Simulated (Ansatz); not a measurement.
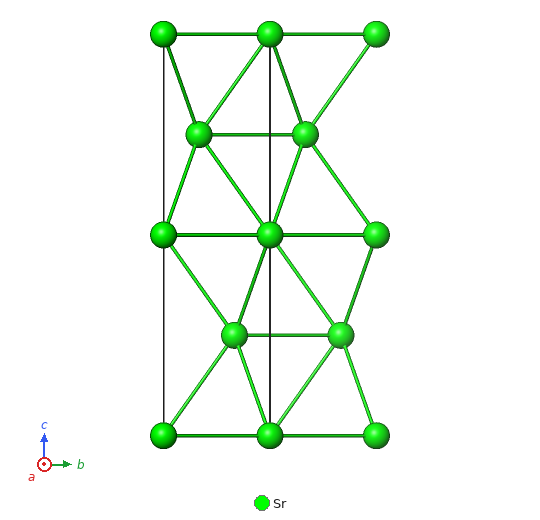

Projection along an edge of the hexagonal mesh, stacking direction c upwards. Every atom sits on one of the three columns of the mesh; call them A, B, C in the order in which they first turn up. The sequence starts with the first layer at or above the cell's origin.

The compound is Sr (space group P6_3/mmc, No. 194), taken as the end point of a relaxation with DFT, BLYP, plane waves (420 eV) with PAW, scalar-relativistic (Ansatz 0.2.0); the starting structure was generated, so it need not be a known form of this composition.

**List the layers of one repeat.**

Sr(A) – Sr(B) – Sr(A) – Sr(C) (four layers in 14.06 Å).

**Taking all atoms as equal spheres, what packing is it?**

As equal spheres, ABAC: a mixed close packing, (ch) in Jagodzinski's notation.

**What short polytype symbol fits?**

Polytype symbol 4H, Ramsdell's symbol (number of layers in the repeat and lattice).
